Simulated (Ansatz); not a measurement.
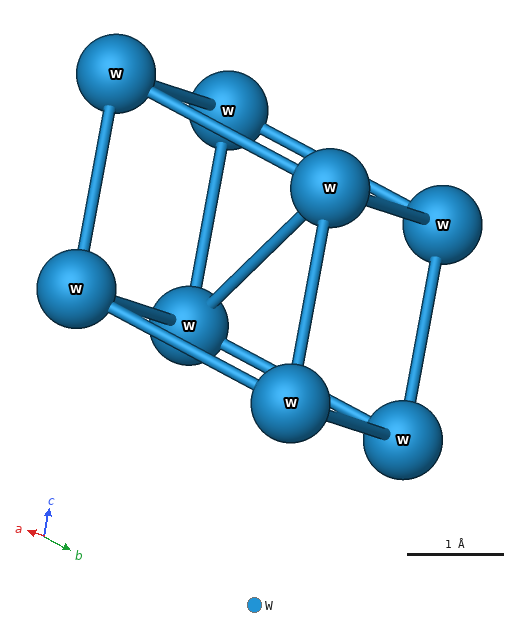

The input geometry (ball-and-stick view of the cell of the calculation, seen at an oblique angle).

**Single-point calculation, with input and output: W**

System: W (I4/mmm, 1 atom in the cell).
Method: DFT, PBE, plane waves, PAW, no spin polarisation (Ansatz 0.2.0).

The structure derives from an entry of the Crystallography Open Database. Some settings of this run were made unusual or wrong on purpose.

**Input file**
```yaml
crystal:
  lattice:
    - [-1.469516, 1.469516, 1.533408]
    - [1.469516, -1.469516, 1.533408]
    - [1.469516, 1.469516, -1.533408]
  atoms:
    - { symbol: W, position: [0.0, 0.0, 0.0] }
basis:
  ecutwfc: 420
kpoints:
  mp_grid: { grid: [20, 20, 20] }
hamiltonian:
  xc: pbe
scf:
  occupations: { method: gaussian, width: 0.15 }
  mixing: { algorithm: anderson, beta: 0.001, ndim: 1 }
  max_iter: 50
output:
  forces: true
  eigenvalues: true
  stress: true
```

Run on 1 thread of Arm Neoverse V2, 24 GiB of memory available, shared host.

Command:
```bash
ansatz run input.yaml --threads 1 --pin off --max-ram 2560MiB --backend cpu --events-out ev --progress --plain --runs-dir out
```

**Output**
```
Engine: ansatz 0.2.0, aarch64-unknown-linux-gnu
Pseudopotentials: kind: paw
Pseudopotential: W, paw, valence charge 14, recommended cutoff 420 eV (normal), W.paw.azcp
Functional definition: PBE
  parameter kappa = 0.804
  parameter beta = 0.06672455060314922
  exchange = pbe_x(kappa = kappa, mu = beta*pi^2/3)
  correlation = pbe_c(beta = beta)
Crystal: 1 atoms, lattice volume = 13.245 Å³
Basis set: ecut = 420 eV, 257 PW (Γ), exchange–correlation on 36×36×36 points (8 copies of the dense FFT grid, shifted against one another)
Bands: 11, of which v1, the nominal top of the filled ones, is band 7 counted from 1 (6 counted from 0)
Symmetry: 16 space group operations
Space group: I4/mmm (ITA 139), of the structure as read, at distance tolerance 2.4e-5 Å
k-points: 641 of 8000
Non-local potential: W, projectors of the file, l = 0: 3, l = 1: 2, l = 2: 2, l = 3: 1
PAW form: soft (Blöchl's): semilocal exchange-correlation on the pseudo side does not see the compensation charge
PAW one-centre angular grid: W, 590 points (default); XC on 64 Gauss nodes
Initial density: superposition of atomic densities (neutral atoms: chi_scale 0, normalization atom), corrected by the library's trained network
Initial wavefunctions: pseudopotential atomic-orbital guess
Functional: x = pbe(κ = 0.804, μ = 0.2195149727645171), c = pbe(β = 0.06672455060314922)
SCF iter   1: F=—  HF=-10384.120964 eV  |F-HF|=—  |Δ(HF+E_count)|=         —  Δρ=3.41e-3  dr2=4.80e-4  ethr=1.77e-3  ⟨swp⟩=5.0  Hψ=37141  notcnv=0
preconditioner: auto → none  [metal: Δε(μ)=0.005 eV  Ē_g=10.847 eV  σ=0.150 eV  W_gap=0.02  n_scr=0 (ndim 1)  ℏωp=25.0 eV  f_vac=0.000  D(μ)=0.38/eV (n_scr^D=0)]
SCF iter   2: F=—  HF=-10384.120630 eV  |F-HF|=—  |Δ(HF+E_count)|=   3.34e-4  Δρ=3.43e-3  dr2=4.71e-4  ethr=3.43e-6  ⟨swp⟩=2.0  Hψ=14094  notcnv=0
SCF iter   3: F=—  HF=-10384.120631 eV  |F-HF|=—  |Δ(HF+E_count)|=   1.35e-6  Δρ=3.43e-3  dr2=4.71e-4  ethr=3.37e-6  ⟨swp⟩=1.0  Hψ=7007  notcnv=0
SCF iter   4: F=—  HF=-10384.120631 eV  |F-HF|=—  |Δ(HF+E_count)|=   2.74e-7  Δρ=3.43e-3  dr2=4.70e-4  ethr=3.36e-6  ⟨swp⟩=1.0  Hψ=7007  notcnv=0
SCF iter   5: F=—  HF=-10384.120631 eV  |F-HF|=—  |Δ(HF+E_count)|=   1.24e-7  Δρ=3.42e-3  dr2=4.69e-4  ethr=3.36e-6  ⟨swp⟩=1.0  Hψ=7007  notcnv=0
SCF iter   6: F=—  HF=-10384.120631 eV  |F-HF|=—  |Δ(HF+E_count)|=   1.06e-7  Δρ=3.42e-3  dr2=4.68e-4  ethr=3.35e-6  ⟨swp⟩=1.0  Hψ=7007  notcnv=0
SCF iter   7: F=—  HF=-10384.120631 eV  |F-HF|=—  |Δ(HF+E_count)|=   2.84e-7  Δρ=3.42e-3  dr2=4.67e-4  ethr=3.34e-6  ⟨swp⟩=1.0  Hψ=7007  notcnv=0
SCF iter   8: F=—  HF=-10384.120631 eV  |F-HF|=—  |Δ(HF+E_count)|=   1.71e-7  Δρ=3.41e-3  dr2=4.66e-4  ethr=3.33e-6  ⟨swp⟩=1.0  Hψ=7007  notcnv=0
SCF iter   9: F=—  HF=-10384.120630 eV  |F-HF|=—  |Δ(HF+E_count)|=   3.21e-7  Δρ=3.41e-3  dr2=4.65e-4  ethr=3.33e-6  ⟨swp⟩=1.0  Hψ=7007  notcnv=0
SCF iter  10: F=—  HF=-10384.120630 eV  |F-HF|=—  |Δ(HF+E_count)|=   1.43e-7  Δρ=3.40e-3  dr2=4.64e-4  ethr=3.32e-6  ⟨swp⟩=1.0  Hψ=7007  notcnv=0
SCF iter  11: F=—  HF=-10384.120630 eV  |F-HF|=—  |Δ(HF+E_count)|=   2.37e-7  Δρ=3.40e-3  dr2=4.63e-4  ethr=3.31e-6  ⟨swp⟩=1.0  Hψ=7007  notcnv=0
SCF iter  12: F=—  HF=-10384.120630 eV  |F-HF|=—  |Δ(HF+E_count)|=   1.80e-7  Δρ=3.40e-3  dr2=4.62e-4  ethr=3.30e-6  ⟨swp⟩=1.0  Hψ=7007  notcnv=0
SCF iter  13: F=—  HF=-10384.120630 eV  |F-HF|=—  |Δ(HF+E_count)|=   1.81e-7  Δρ=3.39e-3  dr2=4.61e-4  ethr=3.30e-6  ⟨swp⟩=1.0  Hψ=7007  notcnv=0
SCF iter  14: F=—  HF=-10384.120629 eV  |F-HF|=—  |Δ(HF+E_count)|=   2.00e-7  Δρ=3.39e-3  dr2=4.60e-4  ethr=3.29e-6  ⟨swp⟩=1.0  Hψ=7007  notcnv=0
SCF iter  15: F=—  HF=-10384.120629 eV  |F-HF|=—  |Δ(HF+E_count)|=   2.34e-7  Δρ=3.39e-3  dr2=4.59e-4  ethr=3.28e-6  ⟨swp⟩=1.0  Hψ=7007  notcnv=0
SCF iter  16: F=—  HF=-10384.120629 eV  |F-HF|=—  |Δ(HF+E_count)|=   2.32e-7  Δρ=3.38e-3  dr2=4.58e-4  ethr=3.28e-6  ⟨swp⟩=1.0  Hψ=7007  notcnv=0
SCF iter  17: F=—  HF=-10384.120629 eV  |F-HF|=—  |Δ(HF+E_count)|=   2.37e-7  Δρ=3.38e-3  dr2=4.57e-4  ethr=3.27e-6  ⟨swp⟩=1.0  Hψ=7007  notcnv=0
SCF iter  18: F=—  HF=-10384.120628 eV  |F-HF|=—  |Δ(HF+E_count)|=   2.75e-7  Δρ=3.38e-3  dr2=4.56e-4  ethr=3.26e-6  ⟨swp⟩=1.0  Hψ=7007  notcnv=0
SCF iter  19: F=—  HF=-10384.120628 eV  |F-HF|=—  |Δ(HF+E_count)|=   1.23e-7  Δρ=3.37e-3  dr2=4.55e-4  ethr=3.25e-6  ⟨swp⟩=1.0  Hψ=7007  notcnv=0
SCF iter  20: F=—  HF=-10384.120628 eV  |F-HF|=—  |Δ(HF+E_count)|=   2.36e-7  Δρ=3.37e-3  dr2=4.54e-4  ethr=3.25e-6  ⟨swp⟩=1.0  Hψ=7007  notcnv=0
SCF iter  21: F=—  HF=-10384.120628 eV  |F-HF|=—  |Δ(HF+E_count)|=   3.45e-7  Δρ=3.36e-3  dr2=4.53e-4  ethr=3.24e-6  ⟨swp⟩=1.0  Hψ=7007  notcnv=0
SCF iter  22: F=—  HF=-10384.120627 eV  |F-HF|=—  |Δ(HF+E_count)|=   2.42e-7  Δρ=3.36e-3  dr2=4.52e-4  ethr=3.23e-6  ⟨swp⟩=1.0  Hψ=7007  notcnv=0
SCF iter  23: F=—  HF=-10384.120627 eV  |F-HF|=—  |Δ(HF+E_count)|=   6.99e-8  Δρ=3.36e-3  dr2=4.51e-4  ethr=3.23e-6  ⟨swp⟩=1.0  Hψ=7007  notcnv=0
SCF iter  24: F=—  HF=-10384.120627 eV  |F-HF|=—  |Δ(HF+E_count)|=   1.92e-7  Δρ=3.35e-3  dr2=4.50e-4  ethr=3.22e-6  ⟨swp⟩=1.0  Hψ=7007  notcnv=0
SCF iter  25: F=—  HF=-10384.120627 eV  |F-HF|=—  |Δ(HF+E_count)|=   2.36e-7  Δρ=3.35e-3  dr2=4.49e-4  ethr=3.21e-6  ⟨swp⟩=1.0  Hψ=7007  notcnv=0
SCF iter  26: F=—  HF=-10384.120627 eV  |F-HF|=—  |Δ(HF+E_count)|=   1.73e-7  Δρ=3.35e-3  dr2=4.48e-4  ethr=3.20e-6  ⟨swp⟩=1.0  Hψ=7007  notcnv=0
SCF iter  27: F=—  HF=-10384.120634 eV  |F-HF|=—  |Δ(HF+E_count)|=   6.94e-6  Δρ=3.34e-3  dr2=4.47e-4  ethr=3.20e-6  ⟨swp⟩=1.0  Hψ=7007  notcnv=0
SCF iter  28: F=—  HF=-10384.120635 eV  |F-HF|=—  |Δ(HF+E_count)|=   8.77e-7  Δρ=3.34e-3  dr2=4.46e-4  ethr=3.19e-6  ⟨swp⟩=1.0  Hψ=7007  notcnv=0
SCF iter  29: F=—  HF=-10384.120634 eV  |F-HF|=—  |Δ(HF+E_count)|=   1.85e-7  Δρ=3.34e-3  dr2=4.45e-4  ethr=3.18e-6  ⟨swp⟩=1.0  Hψ=7007  notcnv=0
SCF iter  30: F=—  HF=-10384.120634 eV  |F-HF|=—  |Δ(HF+E_count)|=   2.81e-7  Δρ=3.33e-3  dr2=4.44e-4  ethr=3.18e-6  ⟨swp⟩=1.0  Hψ=7007  notcnv=0
SCF iter  31: F=—  HF=-10384.120634 eV  |F-HF|=—  |Δ(HF+E_count)|=   2.27e-7  Δρ=3.33e-3  dr2=4.43e-4  ethr=3.17e-6  ⟨swp⟩=1.2  Hψ=17150  notcnv=0
Mixer restart at iter 31: flushing history
iteration 31: the SCF's residuals had fallen too slowly under its mixing. It goes on by minimising its free energy, and can end on another state than longer mixing would; under `scf.algorithm: density_mixing` no SCF does so, but by `scf.convergence.dm_fallback`
SCF iter  32: F=—  HF=-10384.120719 eV  |F-HF|=—  |Δ(HF+E_count)|=   8.47e-5  Δρ=2.35e-4  dr2=2.98e-6  ethr=3.16e-6  ⟨swp⟩=2.1  Hψ=58069  notcnv=0
SCF iter  33: F=-10384.120718 eV  HF=-10384.120718 eV  |F-HF|=1.82e-8  |Δ(HF+E_count)|=   1.02e-6  Δρ=1.54e-5  dr2=2.51e-8  ethr=7.14e-10  ⟨swp⟩=3.3  Hψ=28012  notcnv=0
SCF iter  34: F=-10384.120718 eV  HF=-10384.120718 eV  |F-HF|=1.82e-8  |Δ(HF+E_count)|=    0.00e0  Δρ=1.54e-5  dr2=2.51e-8  ethr=1.79e-10  ⟨swp⟩=2.6  Hψ=27674  notcnv=0
SCF 1 converged in 34 iterations: F = -10384.120718 eV  dr2 = 2.51e-8
  greatest PAW one-centre occupation: 0.999 electrons in one spin orbital (limit 2), on the W atom at site 0 (counted from 0), in its partial waves of l = 0
```

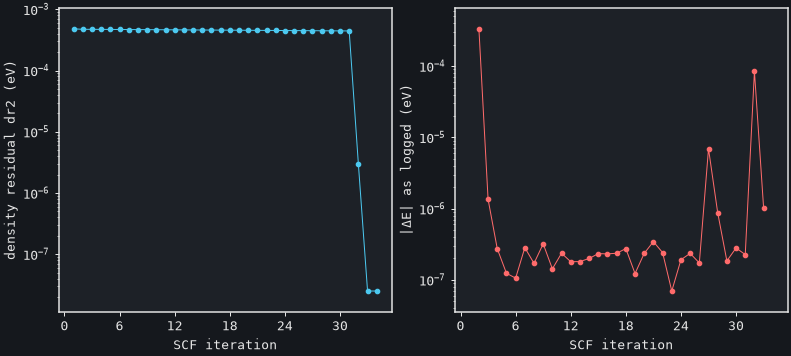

Convergence of the self-consistent field: density residual dr2 and size of the energy change against the SCF iteration. The residual lingers near 5 × 10⁻⁴ from about step 1 to 31 before it falls again.

```
SCF converged after 34 iterations
Free energy (F): -10384.120718 eV
Harris-Foulkes:  -10384.120718 eV  (|F-HF|=1.82e-8)
Internal energy: -10384.116471 eV  (E = F + TS)
E sigma→0 (E₀):  -10384.118594 eV
Entropy (-TS):   -0.004247 eV (-4.247 meV/atom)
Fermi energy:    27.707552 eV
--- Per-component energies (eV) ---
  E_band       = -14.214371
  E_kinetic    = 461.176995
  E_local      = -473.037776  (includes V_loc(G=0)·N_el)
  E_nonlocal   = 1.776574
  E_hartree    = 182.789901
  E_xc         = -270.540176
  E_vxc        = -243.558945  (∫ρ·V_xc dr)
  E_paw        = -8563.576346  (= ΣΔE_a)
  E_vpaw       = -126.146896  (= ΣTr[D̂ρ^β])
  E_aug_tail   = -0.000060  (compensation charges beyond the density's cutoff)
  E_ewald      = -1722.705582
  E_smearing   = -0.004247  (= −TS)
  E_closure    = -0.000000  (closes the sum)
  Σ components = -10384.120718   (vs F -10384.120718, Δ=0.00e0)
--- Forces (eV/Å), atoms counted from 1 ---
  atom   1  W      0.00000000     0.00000000    -0.00000000
  max |Σ_I F_I| component: 7.89e-31 eV/Å
--- Stress (GPa, compression-positive) ---
       96.608017       0.000000      -0.000000
        0.000000      96.608017      -0.000000
       -0.000000      -0.000000      76.054355
  P = ⅓ Tr σ = 89.7568 GPa (897.568 kbar)
--- Band table (eV; the first three rows and the last of 641) ---
  k-point 0: bands = ["-46.3659", "-9.5889", "-9.5765", "-9.5765", "17.0290", "25.7810", "25.7810", "26.4659", "29.7393", "30.7070", "41.9035"]
  k-point 1: bands = ["-46.3587", "-9.6394", "-9.6089", "-9.5786", "17.1878", "25.6727", "25.9341", "26.4285", "29.7543", "30.5286", "42.1672"]
  k-point 2: bands = ["-46.3377", "-9.8195", "-9.6666", "-9.5845", "17.6448", "25.3722", "26.2878", "26.3891", "29.8053", "30.1484", "42.9328"]
  k-point 640: bands = ["-45.8654", "-11.2678", "-11.0662", "-11.0662", "20.0536", "20.2109", "34.0140", "34.2516", "34.2516", "36.7386", "37.8931"]
```

**Outcome**

| quantity | value |
| --- | --- |
| outcome | converged |
| space group (tolerance 0.01 Å) | I4/mmm (139) |
| electrons treated | 14 |
| free energy | −10384.1207 eV |
| Fermi energy | 27.708 eV |
| gap on the k-point mesh | none (metallic) |
| pressure | 89.76 GPa |
| largest force (length of the vector) | under 0.001 eV/Å |
| wall time | 19 s |
| peak memory | 0.49 GiB |

The input was spoiled on purpose: mixing far too weak (`scf.mixing`). So small a step barely moves the density in each iteration. The program still converged, but the numbers can't be taken as results for the intended system.
